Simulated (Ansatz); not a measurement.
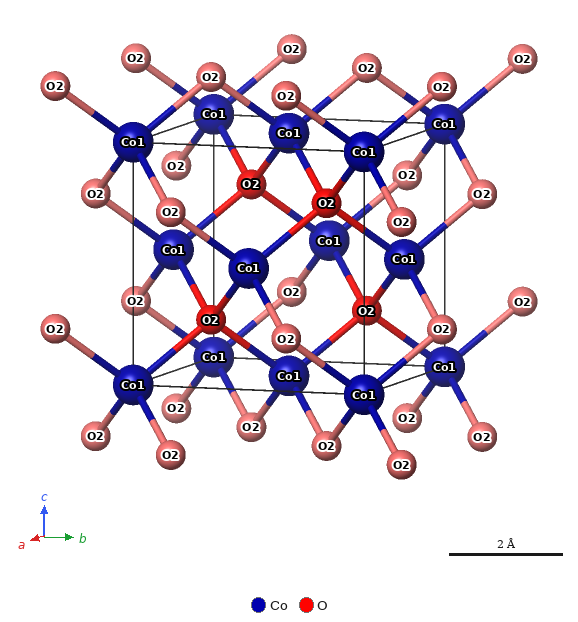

Fig. 1: The starting structure (ball-and-stick view of the cell 4 times as large as that of the calculation, set on its symmetry axes, seen slightly off an axis; neighbours outside the cell are drawn fainter; atoms are numbered from 1 in the order of the input). An atom can appear more than once, as a periodic image.

**Geometry relaxation of CoO**

- system: CoO (F-43m, 2 atoms in the cell)
- method: DFT PBEsol, scalar-relativistic, plane waves, PAW, spin-polarised (Ansatz 0.2.0)

The structure was built on a prototype by a generator; it need not be a known phase. Figures and captions count atoms from 1; the log counts them from 0 in places.

### What the program printed
```
Engine: ansatz 0.2.0, x86_64-unknown-linux-gnu
Pseudopotentials: kind: paw
Pseudopotential: Co, paw, valence charge 17, recommended cutoff 420 eV (normal), Co.paw.azcp
Pseudopotential: O, paw, valence charge 6, recommended cutoff 420 eV (normal), O.paw.azcp
Functional definition: PBEsol
  exchange = pbesol_x
  correlation = pbesol_c
Crystal: 2 atoms, lattice volume = 20.563 Å³
Basis set: ecut = 420 eV, 411 PW (Γ), exchange–correlation on 48×48×48 points (8 copies of the dense FFT grid, shifted against one another)
Bands: 17, of which v1, the nominal top of the filled ones, is band 12 counted from 1 (11 counted from 0)
Symmetry: 24 space group operations
Space group: F-43m (ITA 216), of the structure as read, at distance tolerance 2.7e-5 Å
Magnetic group: BNS 216.74 (UNI 1576), of the structure as read, at distance tolerance 2.7e-5 Å
k-points: 145 of 4096 (time reversal used)
Non-local potential: Co, projectors of the file, l = 0: 3, l = 1: 2, l = 2: 3, l = 3: 1
Non-local potential: O, projectors of the file, l = 0: 2, l = 1: 2, l = 2: 1
PAW form: soft (Blöchl's): semilocal exchange-correlation on the pseudo side does not see the compensation charge
PAW frozen core: Co, regenerated for the run's functional, and the local potential with it (the file was generated under x = pbe(κ = 0.804, μ = 0.2195149727645171), c = pbe(β = 0.06672455060314922))
PAW frozen core: O, regenerated for the run's functional, and the local potential with it (the file was generated under x = pbe(κ = 0.804, μ = 0.2195149727645171), c = pbe(β = 0.06672455060314922))
PAW one-centre angular grid: Co, 590 points (default); XC on 64 Gauss nodes
PAW one-centre angular grid: O, 110 points (default); XC on 64 Gauss nodes
Initial density: superposition of atomic densities (chi_scale 0.1, normalization cell, long waves kept (reshape's long-wave potential 0.00 eV rms))
Starting moments: Σ|m| = 3 μB on 1 of 2 sites
Initial wavefunctions: pseudopotential atomic-orbital guess
Functional: x = pbesol(κ = 0.804, μ = 0.12345679012345678), c = pbesol(β = 0.046)
SCF iter   1: F=—  HF=-5654.453327 eV  |F-HF|=—  |Δ(HF+E_count)|=         —  Δρ=2.98e-1 (↑6.31e-2 ↓2.98e-1)  dr2=1.65e1  dr2_m=3.92e0  M=1.610 μB ∫|m|=1.611 μB  β_m=0.30  ethr=3.10e-3  ⟨swp⟩=5.7  Hψ=21813  notcnv=0
preconditioner: auto → none  [metal: Δε(μ)=0.011 eV  Ē_g=14.600 eV  σ=0.100 eV  W_gap=0.06  n_scr=8 (ndim 8)  ℏωp=31.7 eV  f_vac=0.000  D(μ)=1.66/eV (n_scr^D=14)  sad-step TF]
SCF iter   2: F=—  HF=-5652.560437 eV  |F-HF|=—  |Δ(HF+E_count)|=    1.89e0  Δρ=6.61e-2 (↑6.61e-2 ↓3.62e-2)  dr2=6.26e-1  dr2_m=2.15e-1  M=2.739 μB ∫|m|=2.742 μB  β_m=0.30  ethr=3.10e-3  ⟨swp⟩=3.0  Hψ=13088  notcnv=0  defer=321
Mixer restart at iter 2: flushing history
spin-set hold released at iteration 2 (the charge has settled, or the pull on large starting moments outlasts its swing): the magnetisation degrees of freedom join the quasi-Newton model from the next iteration; the mixer history was flushed
SCF iter   3: F=—  HF=-5652.490693 eV  |F-HF|=—  |Δ(HF+E_count)|=   6.97e-2  Δρ=6.69e-2 (↑4.36e-2 ↓6.69e-2)  dr2=3.59e-1  dr2_m=4.96e-1  M=2.452 μB ∫|m|=2.456 μB  β_m=0.41  ethr=2.72e-3  ⟨swp⟩=2.8  Hψ=10186  notcnv=0  defer=273
SCF iter   4: F=—  HF=-5652.537091 eV  |F-HF|=—  |Δ(HF+E_count)|=   4.64e-2  Δρ=4.26e-2 (↑4.26e-2 ↓2.04e-2)  dr2=3.24e-1  dr2_m=4.88e-2  M=2.602 μB ∫|m|=2.608 μB  β_m=0.39  ethr=1.56e-3  ⟨swp⟩=2.3  Hψ=7411  notcnv=0  defer=275
SCF iter   5: F=—  HF=-5652.559967 eV  |F-HF|=—  |Δ(HF+E_count)|=   2.29e-2  Δρ=2.03e-2 (↑1.45e-2 ↓2.03e-2)  dr2=4.72e-3  dr2_m=5.53e-2  M=2.348 μB ∫|m|=2.358 μB  β_m=0.54  ethr=1.41e-3  ⟨swp⟩=2.2  Hψ=10000  notcnv=0  defer=278
SCF iter   6: F=—  HF=-5652.575291 eV  |F-HF|=—  |Δ(HF+E_count)|=   1.53e-2  Δρ=1.68e-2 (↑1.68e-2 ↓1.54e-2)  dr2=2.12e-2  dr2_m=4.29e-2  M=2.200 μB ∫|m|=2.214 μB  β_m=0.58  ethr=2.05e-5  ⟨swp⟩=2.0  Hψ=9411  notcnv=0  defer=276
SCF iter   7: F=—  HF=-5652.579411 eV  |F-HF|=—  |Δ(HF+E_count)|=   4.12e-3  Δρ=1.80e-2 (↑8.56e-3 ↓1.80e-2)  dr2=3.72e-2  dr2_m=2.46e-2  M=2.067 μB ∫|m|=2.083 μB  β_m=0.79  ethr=2.05e-5  ⟨swp⟩=2.0  Hψ=8873  notcnv=0  defer=276
SCF iter   8: F=—  HF=-5652.581237 eV  |F-HF|=—  |Δ(HF+E_count)|=   1.83e-3  Δρ=5.69e-3 (↑5.69e-3 ↓4.46e-3)  dr2=3.30e-4  dr2_m=4.69e-3  M=1.967 μB ∫|m|=1.981 μB  β_m=0.57  ethr=2.05e-5  ⟨swp⟩=2.0  Hψ=9331  notcnv=0  defer=276
SCF iter   9: F=—  HF=-5652.583239 eV  |F-HF|=—  |Δ(HF+E_count)|=   2.00e-3  Δρ=2.28e-3 (↑8.18e-4 ↓2.28e-3)  dr2=7.75e-4  dr2_m=2.62e-4  M=1.838 μB ∫|m|=1.852 μB  β_m=0.73  ethr=1.44e-6  ⟨swp⟩=2.3  Hψ=10334  notcnv=0  defer=274
SCF iter  10: F=—  HF=-5652.583123 eV  |F-HF|=—  |Δ(HF+E_count)|=   1.16e-4  Δρ=3.17e-3 (↑1.73e-3 ↓3.17e-3)  dr2=5.89e-4  dr2_m=1.00e-3  M=1.811 μB ∫|m|=1.825 μB  β_m=0.86  ethr=1.44e-6  ⟨swp⟩=2.0  Hψ=6282  notcnv=0  defer=274
SCF iter  11: F=—  HF=-5652.583239 eV  |F-HF|=—  |Δ(HF+E_count)|=   1.16e-4  Δρ=9.11e-4 (↑7.10e-4 ↓9.11e-4)  dr2=2.37e-5  dr2_m=1.18e-4  M=1.849 μB ∫|m|=1.863 μB  β_m=0.85  ethr=1.44e-6  ⟨swp⟩=2.1  Hψ=6712  notcnv=0  defer=274
SCF iter  12: F=—  HF=-5652.583266 eV  |F-HF|=—  |Δ(HF+E_count)|=   2.69e-5  Δρ=3.08e-5 (↑3.08e-5 ↓2.94e-5)  dr2=3.40e-7  dr2_m=5.86e-8  M=1.836 μB ∫|m|=1.850 μB  β_m=0.84  ethr=1.03e-7  ⟨swp⟩=2.1  Hψ=6754  notcnv=0  defer=274
iter 13 did not close the SCF: its close was put off for a magnetic moment that had not settled (scf_convergence_deferred on its scf_iter line)
SCF iter  13: F=-5652.583281 eV  HF=-5652.583281 eV  |F-HF|=6.97e-9  |Δ(HF+E_count)|=   1.50e-5  Δρ=1.18e-5 (↑1.10e-5 ↓1.18e-5)  dr2=4.46e-9  dr2_m=2.01e-8  M=1.836 μB ∫|m|=1.850 μB  β_m=0.92  ethr=4.35e-10  ⟨swp⟩=7.1  Hψ=22724  notcnv=0
SCF iter  14: F=-5652.583281 eV  HF=-5652.583281 eV  |F-HF|=9.98e-9  |Δ(HF+E_count)|=   1.33e-8  Δρ=7.53e-6 (↑7.53e-6 ↓2.12e-6)  dr2=1.02e-8  dr2_m=1.91e-9  M=1.836 μB ∫|m|=1.850 μB  ethr=1.94e-11  ⟨swp⟩=1.1  Hψ=14096  notcnv=0
SCF 1 converged in 14 iterations: F = -5652.583281 eV  dr2 = 1.02e-8
  greatest PAW one-centre occupation: 1.003 electrons in one spin orbital (limit 2), on the Co atom at site 0 (counted from 0), in its partial waves of l = 1
relax step   1: F+E_penalty+E_count = -5652.58328100 eV  Δ(F+E_penalty+E_count) = +0.000e0 eV  max|allowed force component| = 2.035e-16 eV/Å  Δτ_max = 0.0000 Å  P = +0.010 GPa  Ω = 20.563 Å³  (14 SCF iters, dr2 threshold 1.00e-7 eV, accepted)
Initial density: handed on by an earlier stage of this run
Starting moments: Σ|m| = 3 μB on 1 of 2 sites; this step starts from the density that it was given
Initial wavefunctions: pseudopotential atomic-orbital guess (no wavefunctions were taken with the density)
iter 1 solved again at ethr=2.84e-8 eV; its pass at ethr=3.10e-3 eV (dr2=6.52e-6 eV) is discarded
SCF iter   1: F=—  HF=-5652.583281 eV  |F-HF|=—  |Δ(HF+E_count)|=         —  Δρ=7.11e-6 (↑7.11e-6 ↓1.69e-6)  dr2=6.99e-9  dr2_m=2.21e-9  M=1.836 μB ∫|m|=1.850 μB  β_m=0.30  ethr=2.84e-8  ⟨swp⟩=3.0  Hψ=35659  notcnv=0
preconditioner: auto → none  [metal: Δε(μ)=0.011 eV  Ē_g=13.976 eV  σ=0.100 eV  W_gap=0.06  n_scr=8 (ndim 8)  ℏωp=31.7 eV  f_vac=0.018  D(μ)=1.95/eV (n_scr^D=26)]
SCF iter   2: F=—  HF=-5652.583281 eV  |F-HF|=—  |Δ(HF+E_count)|=   4.54e-7  Δρ=5.52e-6 (↑2.18e-6 ↓5.52e-6)  dr2=1.92e-9  dr2_m=2.71e-9  M=1.836 μB ∫|m|=1.850 μB  β_m=0.30  ethr=3.04e-11  ⟨swp⟩=2.1  Hψ=8173  notcnv=0
SCF iter   3: F=—  HF=-5652.583281 eV  |F-HF|=—  |Δ(HF+E_count)|=  2.55e-11  Δρ=3.51e-6 (↑3.51e-6 ↓2.47e-6)  dr2=2.22e-10  dr2_m=1.64e-9  M=1.836 μB ∫|m|=1.850 μB  β_m=0.55  ethr=8.36e-12  ⟨swp⟩=2.1  Hψ=5953  notcnv=0
SCF iter   4: F=—  HF=-5652.583281 eV  |F-HF|=—  |Δ(HF+E_count)|=   1.49e-9  Δρ=3.89e-6 (↑3.15e-6 ↓3.89e-6)  dr2=3.64e-9  dr2_m=1.38e-9  M=1.836 μB ∫|m|=1.850 μB  β_m=0.55  ethr=1.00e-12  ⟨swp⟩=2.0  Hψ=7066  notcnv=0
SCF iter   5: F=—  HF=-5652.583281 eV  |F-HF|=—  |Δ(HF+E_count)|=  5.00e-10  Δρ=1.74e-6 (↑1.33e-6 ↓1.74e-6)  dr2=9.28e-10  dr2_m=2.01e-10  M=1.836 μB ∫|m|=1.850 μB  β_m=0.78  ethr=1.00e-12  ⟨swp⟩=2.0  Hψ=7539  notcnv=0
SCF iter   6: F=—  HF=-5652.583281 eV  |F-HF|=—  |Δ(HF+E_count)|=  1.33e-10  Δρ=3.84e-7 (↑2.79e-7 ↓3.84e-7)  dr2=5.25e-11  dr2_m=5.59e-12  M=1.836 μB ∫|m|=1.850 μB  β_m=0.81  ethr=1.00e-12  ⟨swp⟩=2.0  Hψ=6870  notcnv=0
SCF iter   7: F=-5652.583281 eV  HF=-5652.583281 eV  |F-HF|=9.09e-12  |Δ(HF+E_count)|=  5.46e-12  Δρ=1.75e-7 (↑9.37e-8 ↓1.75e-7)  dr2=1.06e-11  dr2_m=7.66e-13  M=1.836 μB ∫|m|=1.850 μB  ethr=1.00e-12  ⟨swp⟩=4.5  Hψ=16363  notcnv=0
SCF 2 converged in 7 iterations: F = -5652.583281 eV  dr2 = 1.06e-11
relax step   2: F+E_penalty+E_count = -5652.58328101 eV  Δ(F+E_penalty+E_count) = -9.575e-9 eV  max|allowed force component| = 2.035e-16 eV/Å  Δτ_max = 0.0000 Å  P = +0.010 GPa  Ω = 20.563 Å³  stress off target by 1.01e-2 GPa  SCF on the basis re-selected at this cell (its energy is not comparable with the rows above)  (7 SCF iters)
```

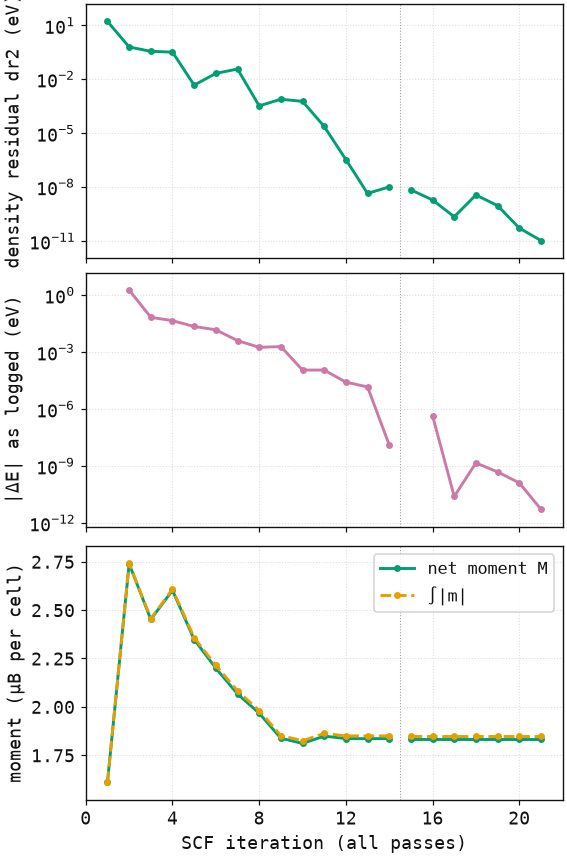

Fig. 2: Convergence of the self-consistent field: density residual dr2, size of the energy change and magnetic moment against the SCF iteration. The dotted lines part the SCF passes of the relaxation: geometry steps, rejected trials and re-solves on a re-selected basis. The passes take 14 and 7 iterations. The net moment goes from 1.6 to 1.8 μB per cell, with excursions between 1.6 and 2.7 on the way.

```
basis re-selected at this cell: Δ(F+E_penalty+E_count) = -9.575e-9 eV, ΔP = +0.000 GPa vs the last step (what re-selecting the basis moved, of the pressure what is left beyond the Pulay correction that the steps carried, after the strain that the cell walked since its last selection, with what the two solves' SCF thresholds leave and, on support functions, any second-order correction that the steps lacked; it is no measure of the basis error at this ecutwfc). This SCF's stress stands 1.01e-2 GPa from its target on what of the cell is left free (relax.cell.stress_tol is 5.00e-2 GPa) and its largest allowed force component is 2.04e-16 eV/Å (relax.f_tol is 1.00e-2 eV/Å): within both
SCF converged after 7 iterations
Magnetization: 1.8356 μB (12.4178 up, 10.5822 down)
Absolute magnetization: 1.8497 μB (∫|ρ↑−ρ↓|, with the PAW one-centre terms)
Spin contamination: 0.0155 ħ² per cell (⟨S²⟩ above its minimum at these occupations)
Per-site moments (μB) at R_I (Å): [(1.516652926412397, 0.776801581697537), (0.1679449342289387, 0.776801581697537)]
Free energy (F): -5652.583281 eV
Harris-Foulkes:  -5652.583281 eV  (|F-HF|=9.09e-12)
Internal energy: -5652.573551 eV  (E = F + TS)
E sigma→0 (E₀):  -5652.578416 eV
Entropy (-TS):   -0.009730 eV (-4.865 meV/atom)
Fermi energy:    12.693994 eV
--- Per-component energies (eV) ---
  E_band       = -334.683895
  E_kinetic    = 622.439205
  E_local      = -3720.915990  (includes V_loc(G=0)·N_el)
  E_nonlocal   = 512.881201
  E_hartree    = 1535.409117
  E_xc         = -227.572489
  E_vxc        = -294.055489  (∫ρ·V_xc dr)
  E_paw        = -1637.336682  (= ΣΔE_a)
  E_vpaw       = -525.853524  (= ΣTr[D̂ρ^β])
  E_aug_tail   = 0.002327  (compensation charges beyond the density's cutoff)
  E_ewald      = -2737.703947
  E_core_change = 0.223707  (= ΣΔE_core)
  E_smearing   = -0.009730  (= −TS)
  E_closure    = 0.000000  (closes the sum)
  Σ components = -5652.583281   (vs F -5652.583281, Δ=0.00e0)
--- Forces (eV/Å), atoms counted from 1 ---
  atom   1  Co    -0.00000000     0.00000000     0.00000000
  atom   2  O      0.00000000    -0.00000000    -0.00000000
  max |Σ_I F_I| component: 1.16e-17 eV/Å
--- Stress (GPa, compression-positive) ---
        0.010118       0.000000       0.000000
       -0.000000       0.010118      -0.000000
        0.000000      -0.000000       0.010118
  P = ⅓ Tr σ = 0.0101 GPa (0.101 kbar)
--- Band table (eV; the first three rows and the last of 290) ---
  k-point 0 ↑: bands = ["-83.0967", "-46.5182", "-46.5182", "-46.5182", "-8.1951", "5.9284", "5.9284", "5.9284", "10.7647", "10.7647", "13.0182", "13.5850", "13.5850", "13.5850", "27.6142", "27.6142", "27.6142"]
  k-point 1 ↑: bands = ["-83.0966", "-46.5196", "-46.5184", "-46.5184", "-8.1663", "5.8565", "5.9452", "5.9452", "10.7523", "10.7523", "13.0463", "13.5621", "13.5621", "13.6420", "27.1459", "27.6618", "27.6618"]
  k-point 2 ↑: bands = ["-83.0962", "-46.5236", "-46.5190", "-46.5190", "-8.0838", "5.6701", "5.9925", "5.9925", "10.7221", "10.7221", "12.8957", "13.4925", "13.4925", "14.0244", "26.0438", "27.7658", "27.7658"]
  k-point 144 ↓: bands = ["-81.1555", "-44.6578", "-44.6503", "-44.6415", "-6.8331", "5.8002", "6.4479", "7.2374", "11.1159", "11.9030", "12.4465", "13.2755", "13.8593", "20.7252", "23.5308", "24.3765", "25.1450"]
--- Relaxed structure (1 steps of the walk, 1 accepted, 1 SCFs on fresh bases) ---
  F+E_penalty+E_count = -5652.58328101 eV   max|allowed force component| = 2.035e-16 eV/Å   (the final SCF, on the basis selected at the relaxed cell)
  cell:  # Å, volume = 20.5635 Å³
    - [0.0, 2.174480496, 2.174480496]
    - [2.174480496, 0.0, 2.174480496]
    - [2.174480496, 2.174480496, 0.0]
  atoms:
    - { symbol: Co, position: [0.0, 0.0, 0.0] }
    - { symbol: O, position: [0.25, 0.25, 0.25] }
--- Löwdin populations: 2 sites ---
  site symbol       q [e]    m [muB]
     0     Co     16.0495     1.5691
     1      O      6.7750     0.2689
  spilling = 0.007629 (of n_electrons = 23.000000)
```

### File populations.tsv
```
# site	symbol	l	j	q_up	q_dn
# orbitals = lowdin
# n_electrons = 23.000000
# spilling = 0.007629
0	Co	0_3S	-	0.995316	0.995296
0	Co	0_4S	-	0.226706	0.226803
0	Co	1_3P	-	2.998577	2.997448
0	Co	2_3D	-	4.588719	3.020682
1	O	0_2S	-	0.915323	0.878458
1	O	1_2P	-	2.606601	2.374597
```

### Trajectory as extended XYZ (Å, eV, eV/Å), 2 frames, from step=1 to step=2
```
2
Lattice="0.0000 2.1745 2.1745 2.1745 0.0000 2.1745 2.1745 2.1745 0.0000" Properties=species:S:1:pos:R:3:forces:R:3 step=1 energy=-5652.58328 pressure_GPa=0.01
Co    0.0000    0.0000    0.0000    0.0000   0.0000   0.0000
O     1.0872    1.0872    1.0872    0.0000   0.0000   0.0000
2
Lattice="0.0000 2.1745 2.1745 2.1745 0.0000 2.1745 2.1745 2.1745 0.0000" Properties=species:S:1:pos:R:3:forces:R:3 step=2 energy=-5652.58328 pressure_GPa=0.01
Co    0.0000    0.0000    0.0000    0.0000   0.0000   0.0000
O     1.0872    1.0872    1.0872    0.0000   0.0000   0.0000
```

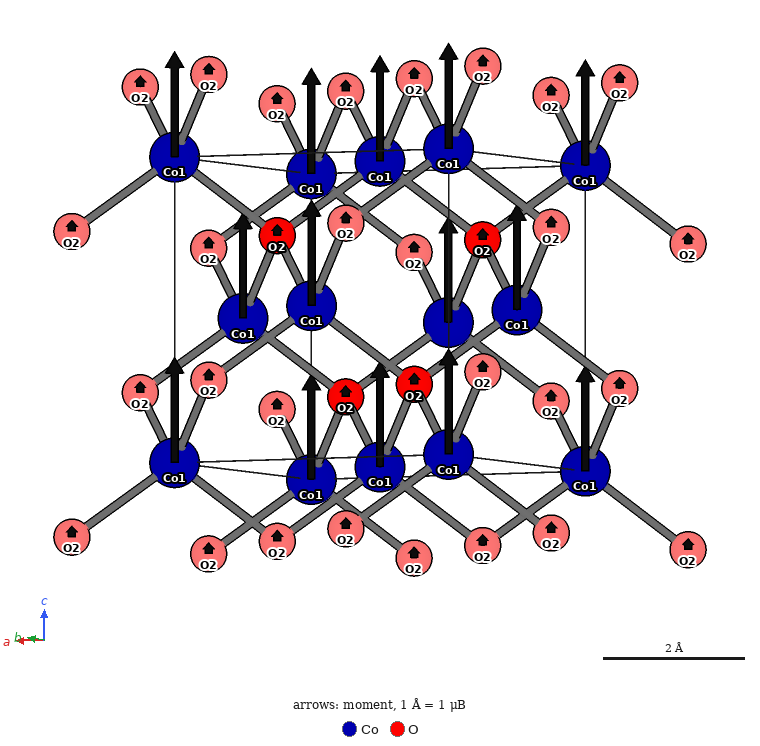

Fig. 3: Magnetic moments of the sites as black arrows (ball-and-stick view of the cell 4 times as large as that of the calculation, set on its symmetry axes, seen at an oblique angle; neighbours outside the cell are drawn fainter; atoms are numbered from 1 in the order of the input); small moments hardly show. The run is collinear, so the axis drawn is arbitrary. Site moments: Co1 (1.52 μB); O2 (0.17 μB). They are counted near the atoms and needn't add up to the moment of the cell.

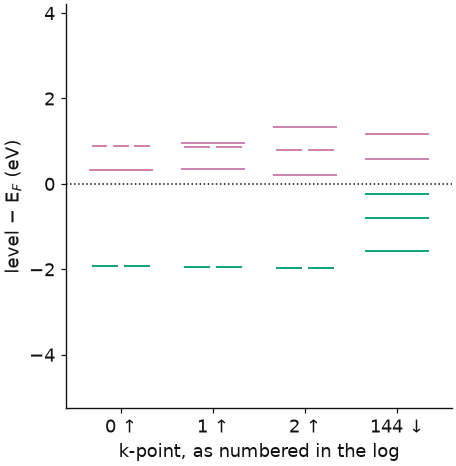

Fig. 4: Kohn–Sham levels near the Fermi level (dotted) at the few k-points that the log prints; levels within 0.02 eV of each other stand side by side. The system is metallic on the full mesh.

This output came from the following input.

### Input
```yaml
crystal:
  lattice:
    - [0.0, 2.174480496, 2.174480496]
    - [2.174480496, 0.0, 2.174480496]
    - [2.174480496, 2.174480496, 0.0]
  atoms:
    - { symbol: Co, position: [0.0, 0.0, 0.0], spin: 3.0 }
    - { symbol: O, position: [0.25, 0.25, 0.25] }
basis:
  ecutwfc: 420
kpoints:
  mp_grid: { grid: [16, 16, 16] }
hamiltonian:
  xc: pbesol
scf:
  occupations: { method: gaussian, width: 0.1 }
  lower_state_search: "off"
output:
  forces: true
  stress: true
  eigenvalues: true
  populations: true
magnetization:
  spin_polarized: true
relax:
  adjacent_minimum: "off"
  f_tol: 0.01
  max_steps: 60
  cell: { stress_tol: 0.05 }
```

Launch command:
```bash
ansatz run input.yaml --threads 1 --pin off --max-ram 2560MiB --backend cpu --events-out ev --progress --plain --runs-dir out
```

### Results in brief

```tsv
quantity	value
outcome	converged
space group (tolerance 0.01 Å)	F-43m (216)
electrons treated	23
free energy	−5652.5833 eV
Fermi energy	12.694 eV
gap on the k-point mesh	none (metallic)
net moment of the cell	1.84 μB
integrated absolute moment	1.85 μB
pressure	0.01 GPa
final volume	20.56 Å³
largest force (length of the vector) at the end	under 0.001 eV/Å
final cell	a = 3.075 Å, b = 3.075 Å, c = 3.075 Å, α = 60.00°, β = 60.00°, γ = 60.00°
hardware	1 thread of Intel Xeon @ 2.70GHz, 189 GiB of memory available, shared host
wall time	27 s
peak memory	0.43 GiB
```
